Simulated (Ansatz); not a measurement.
**Single-point calculation of Ta$_{24}$N$_{23}$ (charge +2) (part 1 of 2)**

System: Ta$_{24}$N$_{23}$ (defect cell, 47 atoms in the cell, total charge +2).
Method: DFT PBE, scalar-relativistic, plane waves, PAW, spin-polarised (Ansatz 0.2.0).

The structure derives from an entry of the Crystallography Open Database. Figures and captions count atoms from 1; the log counts them from 0 in places.

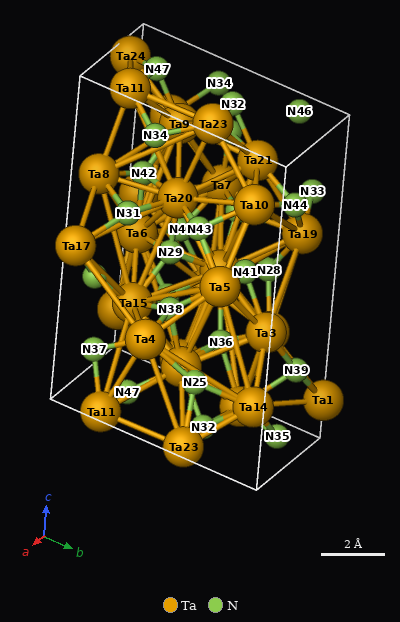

Figure 1. The structure (ball-and-stick view of the cell of the calculation, seen slightly off an axis; atoms are numbered from 1 in the order of the input). An atom can appear more than once, as a periodic image.

**The input**
```yaml
crystal:
  lattice:
    - [-4.575, 2.641377, 4.94]
    - [4.575, -2.641377, 4.94]
    - [4.575, 7.924132, -4.94]
  atoms:
    - { symbol: Ta, position: [0.1007233386, 0.0280158626, 0.1407110478], spin: 0.5 }
    - { symbol: Ta, position: [0.6365783913, 0.4969636707, 0.1814131948] }
    - { symbol: Ta, position: [0.5966125382, 0.8672689314, 0.3853126724] }
    - { symbol: Ta, position: [0.0065495009, 0.4194702609, 0.3039478306] }
    - { symbol: Ta, position: [0.9150942644, 0.7205646731, 0.5374417451] }
    - { symbol: Ta, position: [0.352001136, 0.1565761492, 0.4536124345] }
    - { symbol: Ta, position: [0.1236624111, 0.4682954931, 0.6532180248] }
    - { symbol: Ta, position: [0.7016227459, 0.0484650105, 0.6625602416] }
    - { symbol: Ta, position: [0.4674767604, 0.3394063482, 0.8622980947] }
    - { symbol: Ta, position: [-0.104211326, 0.8394300833, 0.8212324288] }
    - { symbol: Ta, position: [0.8208950995, 0.1902201889, -0.0141044579] }
    - { symbol: Ta, position: [0.3546495927, 0.7101586774, 0.0731326986] }
    - { symbol: Ta, position: [0.2086053255, 0.3722452154, 0.0999760748], spin: 0.5 }
    - { symbol: Ta, position: [0.7820185015, 0.8896952862, 0.1911264015] }
    - { symbol: Ta, position: [0.5445083947, 0.2169328148, 0.2857843128], spin: 0.5 }
    - { symbol: Ta, position: [0.1803286776, 0.7680241783, 0.292219938] }
    - { symbol: Ta, position: [1.0032054588, 0.052537225, 0.4902753399] }
    - { symbol: Ta, position: [0.3919099672, 0.5703161124, 0.4614351536] }
    - { symbol: Ta, position: [0.329812043, 0.9212273227, 0.6634372778] }
    - { symbol: Ta, position: [0.6948841205, 0.4246550021, 0.6933832908] }
    - { symbol: Ta, position: [0.5344333431, 0.7373763675, 0.8710287662] }
    - { symbol: Ta, position: [0.0856578693, 0.1871127294, 0.7845427452] }
    - { symbol: Ta, position: [0.8996932801, 0.6129909192, 0.008877425] }
    - { symbol: Ta, position: [0.3210082898, 0.0406878611, -0.0376426595], spin: 0.5 }
    - { symbol: "N", position: [0.9037249768, 0.6386214156, 0.2164358178] }
    - { symbol: "N", position: [0.7552474841, 0.0867290494, 0.3651229129] }
    - { symbol: "N", position: [0.2666979485, 0.2996531701, 0.2865488252] }
    - { symbol: "N", position: [0.1403936135, 0.7267215597, 0.466020573] }
    - { symbol: "N", position: [0.5703347473, 0.378465689, 0.4921693234] }
    - { symbol: "N", position: [0.3823856611, 0.62340229, 0.6596122171] }
    - { symbol: "N", position: [0.881400232, 0.2487239559, 0.6267363164] }
    - { symbol: "N", position: [0.6117939008, 0.6167675026, 1.0252078639] }
    - { symbol: "N", position: [0.1290638671, -0.1055720892, 0.7538228778] }
    - { symbol: "N", position: [-0.0308823863, 0.3673762547, -0.0854922264] }
    - { symbol: "N", position: [0.5312083491, 0.9440115342, 0.0750515098] }
    - { symbol: "N", position: [0.415318455, 0.6089840004, 0.2543542679] }
    - { symbol: "N", position: [0.8723153213, 0.1458149703, 0.1746695656] }
    - { symbol: "N", position: [0.7767021174, 0.4577949891, 0.3709672461] }
    - { symbol: "N", position: [0.3631663134, 0.9588637078, 0.2569315403] }
    - { symbol: "N", position: [0.1233597109, 0.2942962418, 0.4670167496] }
    - { symbol: "N", position: [0.6454536812, 0.7565507005, 0.5501779467] }
    - { symbol: "N", position: [0.4671351376, 0.188769655, 0.666607815] }
    - { symbol: "N", position: [0.903745725, 0.5922770087, 0.6791675595] }
    - { symbol: "N", position: [0.62969623, 0.9565960595, 0.8106082901] }
    - { symbol: "N", position: [0.2710931129, 0.5229127384, 0.8568748743] }
    - { symbol: "N", position: [0.1138153365, 0.7961248763, -0.028830634] }
    - { symbol: "N", position: [0.5707522292, 0.2368390866, 0.0198446015] }
magnetization:
  spin_polarized: true
total_charge: 2
basis:
  ecutwfc: 420
  fft_grid_basis: typed
kpoints:
  mp_grid: { grid: [2, 2, 2] }
hamiltonian:
  xc: pbe
  pseudopotentials: { kind: paw }
scf:
  occupations: { method: gaussian, width: 0.05 }
output:
  forces: true
  stress: false
  eigenvalues: true
  bader: true
  write_density: true
  volumetric_format: npy
  populations: true
```

Hardware: 8 threads of Arm Neoverse V1, 24 GiB of memory available, shared host.

Run as:
```bash
ansatz run input.yaml --threads 8 --pin off --max-ram 16384MiB --backend cpu --events-out ev --progress --plain --runs-dir out
```

**What the program printed**
```
Engine: ansatz 0.2.0, aarch64-unknown-linux-gnu
Pseudopotentials: kind: paw
Pseudopotential: Ta, paw, valence charge 13, recommended cutoff 420 eV (normal), Ta.paw.azcp
Pseudopotential: N, paw, valence charge 5, recommended cutoff 420 eV (normal), N.paw.azcp
Functional definition: PBE
  parameter kappa = 0.804
  parameter beta = 0.06672455060314922
  exchange = pbe_x(kappa = kappa, mu = beta*pi^2/3)
  correlation = pbe_c(beta = beta)
Crystal: 47 atoms, lattice volume = 477.572 Å³
Basis set: ecut = 420 eV, 9363 PW (Γ), exchange–correlation on 100×100×144 points (8 copies of the dense FFT grid, shifted against one another)
Bands: 261, of which v1, the nominal top of the filled ones, is band 213 counted from 1 (212 counted from 0)
Symmetry: 1 space group operations
Space group: P1 (ITA 1), of the structure as read, at distance tolerance 7.8e-5 Å
Magnetic group: BNS 1.1 (UNI 1), of the structure as read, at distance tolerance 7.8e-5 Å
k-points: 8
Non-local potential: Ta, projectors of the file, l = 0: 3, l = 1: 2, l = 2: 2, l = 3: 1
Non-local potential: N, projectors of the file, l = 0: 2, l = 1: 2, l = 2: 1
PAW form: soft (Blöchl's): semilocal exchange-correlation on the pseudo side does not see the compensation charge
PAW one-centre angular grid: Ta, 590 points (default); XC on 64 Gauss nodes
PAW one-centre angular grid: N, 110 points (default); XC on 64 Gauss nodes
Initial density: superposition of atomic densities (chi_scale 0.1, normalization cell, long waves kept (reshape's long-wave potential 0.51 eV rms))
Starting moments: Σ|m| = 2 μB on 4 of 47 sites
Initial wavefunctions: pseudopotential atomic-orbital guess
Functional: x = pbe(κ = 0.804, μ = 0.2195149727645171), c = pbe(β = 0.06672455060314922)
SCF iter   1: F=—  HF=-247281.439045 eV  |F-HF|=—  |Δ(HF+E_count)|=         —  Δρ=4.58e-2 (↑4.55e-2 ↓4.58e-2)  dr2=1.32e2  dr2_m=1.26e-1  M=0.114 μB ∫|m|=0.302 μB  β_m=0.30  ethr=3.10e-3  ⟨swp⟩=6.4  Hψ=15303  notcnv=0  defer=327
Mixer restart at iter 1: flushing history
preconditioner: auto → Kerker (q_TF=auto, 2.676 Å⁻¹)  [metal: Δε(μ)=0.012 eV  Ē_g=9.794 eV  σ=0.050 eV  W_gap=0.13  n_scr=154 (ndim 8)  ℏωp=25.9 eV  f_vac=0.000  D(μ)=9.46/eV (n_scr^D=52)]
spin=Collinear: Kerker preconditioning applied to the charge; magnetization (m = ρ↑ − ρ↓) channel mixes plain (no charge-response kernel on spin).
SCF iter   2: F=—  HF=-247273.004020 eV  |F-HF|=—  |Δ(HF+E_count)|=    8.44e0  Δρ=3.18e-2 (↑3.13e-2 ↓3.18e-2)  dr2=7.98e1  dr2_m=6.45e-2  M=0.095 μB ∫|m|=0.250 μB  β_m=0.61  ethr=3.10e-3  ⟨swp⟩=2.0  Hψ=6273  notcnv=0  defer=648
SCF iter   3: F=—  HF=-247263.019411 eV  |F-HF|=—  |Δ(HF+E_count)|=    9.98e0  Δρ=9.51e-3 (↑9.35e-3 ↓9.51e-3)  dr2=6.74e0  dr2_m=7.61e-4  M=0.020 μB ∫|m|=0.073 μB  β_m=0.67  ethr=3.10e-3  ⟨swp⟩=3.6  Hψ=6184  notcnv=0  defer=648
SCF iter   4: F=—  HF=-247262.059785 eV  |F-HF|=—  |Δ(HF+E_count)|=   9.60e-1  Δρ=4.26e-3 (↑4.26e-3 ↓4.25e-3)  dr2=8.91e-1  dr2_m=1.06e-4  M=-0.002 μB ∫|m|=0.014 μB  β_m=0.81  ethr=1.59e-3  ⟨swp⟩=3.4  Hψ=6081  notcnv=0  defer=636
SCF iter   5: F=—  HF=-247262.173541 eV  |F-HF|=—  |Δ(HF+E_count)|=   1.14e-1  Δρ=2.07e-3 (↑2.06e-3 ↓2.07e-3)  dr2=1.89e-1  dr2_m=1.01e-5  M=-0.001 μB ∫|m|=0.005 μB  β_m=0.90  ethr=2.10e-4  ⟨swp⟩=2.8  Hψ=5719  notcnv=0  defer=636
SCF iter   6: F=—  HF=-247262.148331 eV  |F-HF|=—  |Δ(HF+E_count)|=   2.52e-2  Δρ=1.15e-3 (↑1.15e-3 ↓1.15e-3)  dr2=4.70e-2  dr2_m=2.75e-7  M=-0.000 μB ∫|m|=0.001 μB  β_m=0.83  ethr=4.44e-5  ⟨swp⟩=2.0  Hψ=6110  notcnv=0  defer=636
SCF iter   7: F=—  HF=-247262.150592 eV  |F-HF|=—  |Δ(HF+E_count)|=   2.26e-3  Δρ=4.53e-4 (↑4.53e-4 ↓4.51e-4)  dr2=9.25e-3  dr2_m=1.77e-7  M=-0.000 μB ∫|m|=0.001 μB  β_m=0.92  ethr=1.11e-5  ⟨swp⟩=2.0  Hψ=5878  notcnv=0  defer=636
SCF iter   8: F=—  HF=-247262.152718 eV  |F-HF|=—  |Δ(HF+E_count)|=   2.13e-3  Δρ=1.97e-4 (↑1.97e-4 ↓1.96e-4)  dr2=1.87e-3  dr2_m=1.61e-7  M=-0.000 μB ∫|m|=0.001 μB  β_m=0.95  ethr=2.18e-6  ⟨swp⟩=2.0  Hψ=6022  notcnv=0  defer=636
SCF iter   9: F=—  HF=-247262.152607 eV  |F-HF|=—  |Δ(HF+E_count)|=   1.12e-4  Δρ=8.91e-5 (↑8.88e-5 ↓8.91e-5)  dr2=3.06e-4  dr2_m=2.51e-8  M=-0.000 μB ∫|m|=0.000 μB  β_m=0.96  ethr=4.39e-7  ⟨swp⟩=2.0  Hψ=5898  notcnv=0  defer=636
SCF iter  10: F=—  HF=-247262.152638 eV  |F-HF|=—  |Δ(HF+E_count)|=   3.14e-5  Δρ=3.77e-5 (↑3.77e-5 ↓3.76e-5)  dr2=6.23e-5  dr2_m=6.40e-10  M=-0.000 μB ∫|m|=0.000 μB  β_m=0.98  ethr=7.20e-8  ⟨swp⟩=2.0  Hψ=5972  notcnv=0  defer=636
SCF iter  11: F=—  HF=-247262.152621 eV  |F-HF|=—  |Δ(HF+E_count)|=   1.71e-5  Δρ=2.09e-5 (↑2.09e-5 ↓2.09e-5)  dr2=1.15e-5  dr2_m=2.55e-10  M=0.000 μB ∫|m|=0.000 μB  β_m=0.89  ethr=1.47e-8  ⟨swp⟩=2.0  Hψ=6038  notcnv=0  defer=636
SCF iter  12: F=—  HF=-247262.152620 eV  |F-HF|=—  |Δ(HF+E_count)|=   8.81e-7  Δρ=6.46e-6 (↑6.40e-6 ↓6.46e-6)  dr2=2.27e-6  dr2_m=1.08e-10  M=0.000 μB ∫|m|=0.000 μB  β_m=0.95  ethr=2.70e-9  ⟨swp⟩=2.0  Hψ=6026  notcnv=0  defer=636
SCF iter  13: F=—  HF=-247262.152620 eV  |F-HF|=—  |Δ(HF+E_count)|=   1.16e-7  Δρ=2.70e-6 (↑2.70e-6 ↓2.68e-6)  dr2=3.12e-7  dr2_m=7.40e-12  M=0.000 μB ∫|m|=0.000 μB  β_m=0.97  ethr=5.34e-10  ⟨swp⟩=2.0  Hψ=6076  notcnv=0  defer=636
SCF iter  14: F=—  HF=-247262.152620 eV  |F-HF|=—  |Δ(HF+E_count)|=   1.23e-8  Δρ=1.32e-6 (↑1.32e-6 ↓1.31e-6)  dr2=8.82e-8  dr2_m=1.06e-12  M=0.000 μB ∫|m|=0.000 μB  β_m=0.99  ethr=7.35e-11  ⟨swp⟩=2.0  Hψ=5948  notcnv=0  defer=636
SCF iter  15: F=-247262.152620 eV  HF=-247262.152620 eV  |F-HF|=2.27e-8  |Δ(HF+E_count)|=   4.86e-9  Δρ=8.37e-7 (↑8.31e-7 ↓8.37e-7)  dr2=2.64e-8  dr2_m=2.23e-13  M=0.000 μB ∫|m|=0.000 μB  ethr=2.08e-11  ⟨swp⟩=15.2  Hψ=19322  notcnv=0
SCF 1 converged in 15 iterations: F = -247262.152620 eV  dr2 = 2.64e-8
  greatest PAW one-centre occupation: 1.000 electrons in one spin orbital (limit 2), on the Ta atom at site 8 (counted from 0), in its partial waves of l = 0
```

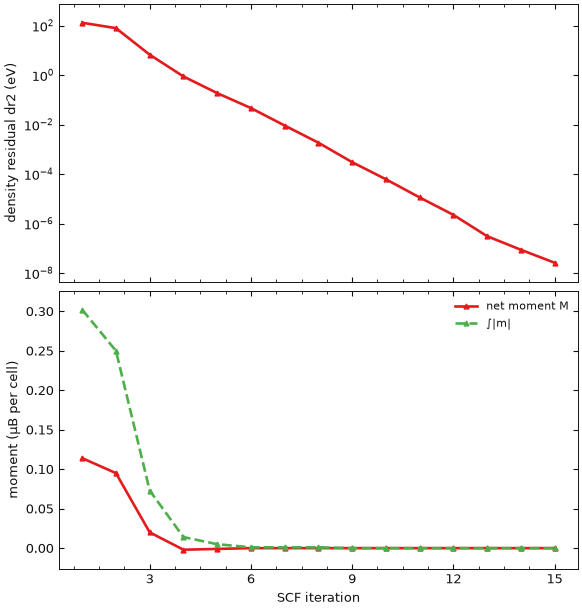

Figure 2. Convergence of the self-consistent field: density residual dr2 and magnetic moment against the SCF iteration. The residual falls at every step. The net moment goes from 0.1 to 0.0 μB per cell, and ∫|m| falls to zero.

```
WARN: the starting moments were not kept: the SCF closed with an absolute magnetisation of 1.9e-6 μB, where they sum to 2 μB in size (4 sites). That is at most 0.1 of that sum. Measured as dr2_m measures the in/out step, that magnetisation stands 7.0e-14 eV from none, at or under the dr2_threshold of 1.0e-7 eV: it is no larger than a step whose dr2_m would equal this threshold. The system may hold no moment; this SCF shows only that its start led to no more than that. To try another start: raise the starting moments (crystal.atoms[].spin, magnetization.per_species, magnetization.initial_magnetization, or on a non-collinear deck that types none of these the spinor_matrix: blocks that start its atoms; where the total moment is fixed, keep their sum and leave initial_magnetization as it is; typed ones take the place of any that the run laid by itself, positive ones on a crystal's lanthanoids without a Hubbard term where scf.initial_density.shell_occupations: [] is typed) or, if the notice of its spin-set hold's release reads "site moments contracting" or "site moments show no strong build", lengthen the hold (scf.mixing.spin_hold: { on: { confirm: 4 } }; for m-r²SCAN on two components see the key's manual first). Each may lead to a state that holds a moment. A second SCF, from the converged charge density, with the starting moments and any scf.initial_density.shell_occupations laid on it anew, would have followed, and was not run: the deck does not ask for one (magnetization.retry_lost_moments is false, the default). To let it run, set magnetization.retry_lost_moments: true and run the deck again, where that key's refused combinations let it; where memory then withholds it, that run's warning says so.
SCF converged after 15 iterations
Magnetization: 0.0000 μB (212.5000 up, 212.5000 down)
Absolute magnetization: 0.0000 μB (∫|ρ↑−ρ↓|, with the PAW one-centre terms)
Spin contamination: 0.0000 ħ² per cell (⟨S²⟩ above its minimum at these occupations)
Per-site moments (μB) at R_I (Å): [(5.261054404607452e-8, 0.8199885147620978), (1.0418739269399615e-9, 0.8144664657280127), (-7.679384123105317e-9, 0.817295198900311), (6.869705420076515e-9, 0.8079132506831459), (-3.920916357024207e-9, 0.8245044684077061), (-2.916978147284856e-9, 0.8277194003722225), (-5.56809784441272e-11, 0.794847053118075), (-1.4140535563319516e-8, 0.8212916433409023), (-1.159972429349307e-8, 0.8105208652544043), (1.572229559175012e-9, 0.797332841918202), (5.537006042245143e-9, 0.8177953025127257), (1.5251364624090758e-8, 0.8166255873728356), (6.987997213778165e-8, 0.8311378291225996), (8.929668848956898e-11, 0.8129594565093293), (6.725990266046798e-8, 0.8010426678365298), (-2.224541936129095e-8, 0.79844859546856), (-6.154911319739954e-9, 0.7960990137581363), (6.022786578879332e-9, 0.8033621503036796), (5.0385537633209986e-11, 0.8245005655320955), (-1.312706379670532e-9, 0.780890123814886), (1.7696319537692815e-9, 0.8099466879155374), (-1.0537214476345468e-9, 0.8229010486796232), (2.750559804414192e-9, 0.7911812349897318), (4.121246965704894e-8, 0.7925397280308196), (-8.727967647264871e-10, 0.79844859546856), (-3.3127167316730626e-8, 0.7960990137581363), (-6.614646705139579e-8, 0.8423258359185553), (-5.629747791204825e-10, 0.8256121490307281), (-3.645424966000085e-8, 0.780890123814886), (-5.599513041506744e-10, 0.8099466879155374), (-1.8539256974806104e-9, 0.8314934774297433), (6.475328029272787e-10, 0.8286142705258486), (-2.9713207478750843e-8, 0.8245005655320955), (-2.7771142520837393e-8, 0.7911812349897318), (-5.2872775623162454e-8, 0.7925397280308196), (-1.78491578509845e-8, 0.817295198900311), (-3.347688657943251e-8, 0.8079132506831459), (-3.787031361049956e-8, 0.8264719347734804), (-3.077521708507641e-8, 0.8441261276384701), (7.482770122567879e-9, 0.7986083177111288), (2.528123355150834e-9, 0.8033621503036796), (6.727458983430638e-9, 0.813086058375934), (4.847763360138418e-9, 0.7955393053610856), (1.8198527769780305e-9, 0.8395385365105955), (4.357121436820782e-9, 0.794847053118075), (-5.027002628083179e-8, 0.8044370677780035), (-9.891091402879834e-9, 0.8105208652544043)]
Free energy (F): -247262.152620 eV
Harris-Foulkes:  -247262.152620 eV  (|F-HF|=2.27e-8)
Internal energy: -247262.140835 eV  (E = F + TS)
E sigma→0 (E₀):  -247262.146728 eV
Entropy (-TS):   -0.011785 eV (-0.251 meV/atom)
Fermi energy:    21.617574 eV
--- Per-component energies (eV) ---
  E_band       = -676.876911
  E_kinetic    = 12072.973658
  E_local      = -14554.022030  (includes V_loc(G=0)·N_el)
  E_nonlocal   = 1464.213237
  E_hartree    = 5154.366996
  E_xc         = -6699.968570
  E_vxc        = -6754.937720  (∫ρ·V_xc dr)
  E_paw        = -204495.691603  (= ΣΔE_a)
  E_vpaw       = -3213.843925  (= ΣTr[D̂ρ^β])
  E_aug_tail   = 0.005648  (compensation charges beyond the density's cutoff)
  E_ewald      = -40204.018170
  E_smearing   = -0.011785  (= −TS)
  E_closure    = 0.000000  (closes the sum)
  E_deformation_potential = 60.075766  (in the stress; not in F)
  Σ components = -247262.152620   (vs F -247262.152620, Δ=0.00e0)
--- Forces (eV/Å), atoms counted from 1 ---
  atom   1  Ta    -0.14927239     0.16350923     0.23090635
  atom   2  Ta    -0.03534856    -0.07783941     0.02689125
  atom   3  Ta    -0.05556574     0.17868078     0.03212023
  atom   4  Ta    -0.12085079     0.00614775    -0.10269634
  atom   5  Ta     0.16185364    -0.28156028     0.09070871
  atom   6  Ta     0.14868497    -0.46237481    -0.08900137
  atom   7  Ta     0.31138481     0.25562892     0.26583614
  atom   8  Ta     0.09160273     0.04656603     0.26517761
  atom   9  Ta     0.04390368    -0.05556296     0.01708482
  atom  10  Ta    -0.31043913    -0.01065783    -0.26560637
  atom  11  Ta     0.43512542    -0.08087670    -0.30729849
  atom  12  Ta    -0.15859691    -0.17538133     0.04208985
  atom  13  Ta    -0.10143194     0.18272470    -0.01164664
  atom  14  Ta    -0.48459248     0.03049036     0.33170841
  atom  15  Ta    -0.09584506    -0.23085290     0.13459357
  atom  16  Ta     0.33484940     0.19065100    -0.18463395
  atom  17  Ta    -0.09481166    -0.53878805     0.03606164
  atom  18  Ta     0.03808995     0.43124603     0.11451584
  atom  19  Ta    -0.27130641    -0.02241718    -0.17350460
  atom  20  Ta     0.03600332     0.02432483     0.24565151
  atom  21  Ta     0.08152257    -0.19731091    -0.08900798
  atom  22  Ta     0.17023898    -0.01478053    -0.01430061
  atom  23  Ta    -0.34921919    -0.17261978     0.08243251
  atom  24  Ta    -0.14628157     0.03912828     0.43874866
  atom  25  N      0.09682911     0.16441703     0.07149685
  atom  26  N      0.11628929     0.13528208    -0.14721135
  atom  27  N     -0.04454512     0.20137586    -0.14752992
  atom  28  N     -0.06792294    -0.03437474    -0.22804938
  atom  29  N     -0.24650676     0.18606311     0.01792674
  atom  30  N     -0.34140627     0.00930634     0.27476768
  atom  31  N      0.11249148     0.17994577    -0.00345033
  atom  32  N      0.09172149     0.00090942    -0.12199937
  atom  33  N     -0.01663119    -0.09430403    -0.04910571
  atom  34  N      0.09233306     0.04893219    -0.11829351
  atom  35  N      0.21054727    -0.19783191    -0.10573930
  atom  36  N      0.07000803     0.02144568    -0.12381596
  atom  37  N      0.10988914    -0.07698846    -0.15726179
  atom  38  N      0.05184911     0.02826023    -0.05839390
  atom  39  N      0.00525700     0.04017358     0.01759466
  atom  40  N     -0.11250888     0.02768550    -0.09981269
  atom  41  N      0.07380021     0.01437037    -0.06704725
  atom  42  N      0.26640486     0.04051283     0.16375747
  atom  43  N      0.21963198    -0.10222433    -0.11424367
  atom  44  N     -0.14437425    -0.09722665     0.10585701
  atom  45  N     -0.20675366     0.14140483     0.09711162
  atom  46  N      0.22252415     0.05364152    -0.14127928
  atom  47  N     -0.03868038     0.08118659    -0.18211348
  max |Σ_I F_I| component: 5.56e-5 eV/Å
--- Band table (eV; the first three rows and the last of 16) ---
```
